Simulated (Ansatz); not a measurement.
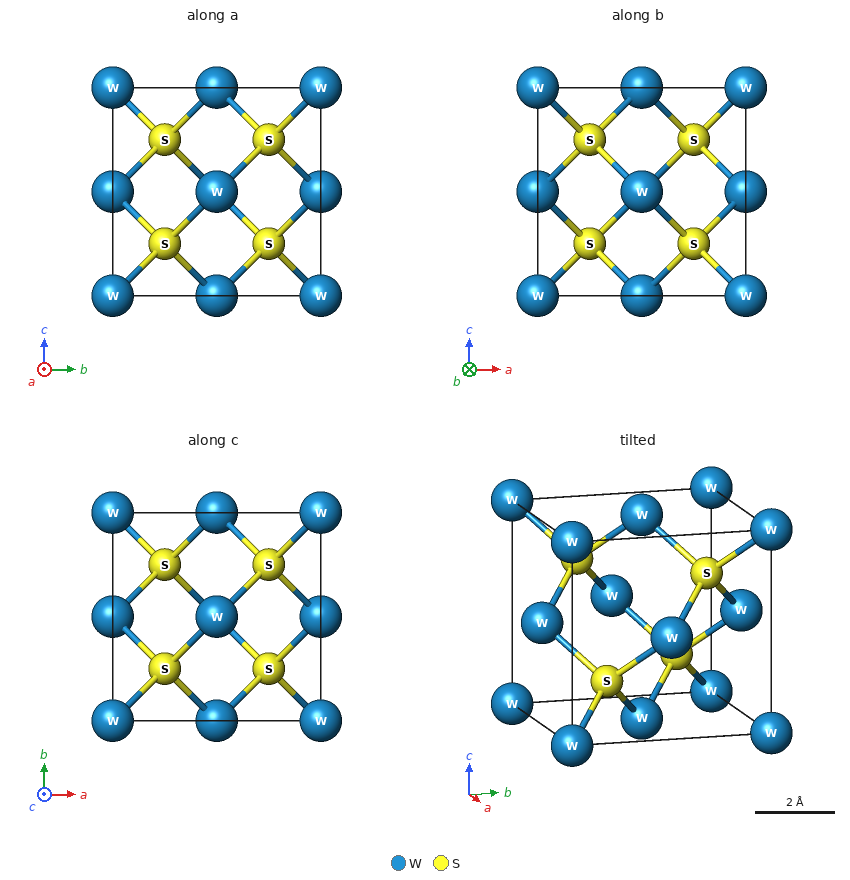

The image is a ball-and-stick drawing of a crystal, viewed along the a axis, along the b axis, along the c axis and slightly off an axis. The frame is the conventional unit cell; atoms at its boundary are shown with their periodic copies.

Lattice parameters: a = 5.3339 Å, b = 5.3339 Å, c = 5.3339 Å, α = 90.000°, β = 90.000°, γ = 90.000°.

> Give the atomic positions as a CIF in P1 with every atom of the cell.

```cif
data_structure
_symmetry_space_group_name_H-M 'P 1'
_symmetry_Int_Tables_number 1
_cell_length_a 5.3339
_cell_length_b 5.3339
_cell_length_c 5.3339
_cell_angle_alpha 90.000
_cell_angle_beta 90.000
_cell_angle_gamma 90.000
_cell_volume 151.75
loop_
_atom_site_label
_atom_site_type_symbol
_atom_site_fract_x
_atom_site_fract_y
_atom_site_fract_z
_atom_site_occupancy
W1 W 0.0000 0.0000 0.0000 1
S1 S 0.2500 0.2500 0.7500 1
W2 W 0.0000 0.5000 0.5000 1
S2 S 0.2500 0.7500 0.2500 1
W3 W 0.5000 0.0000 0.5000 1
S3 S 0.7500 0.2500 0.2500 1
W4 W 0.5000 0.5000 0.0000 1
S4 S 0.7500 0.7500 0.7500 1
```

The structure was taken from a structure type filled with these elements by a generator (whether the compound takes this form wasn't checked). The geometry is the end of a relaxation with DFT PBE, scalar-relativistic, plane waves, PAW in Ansatz 0.2.0.
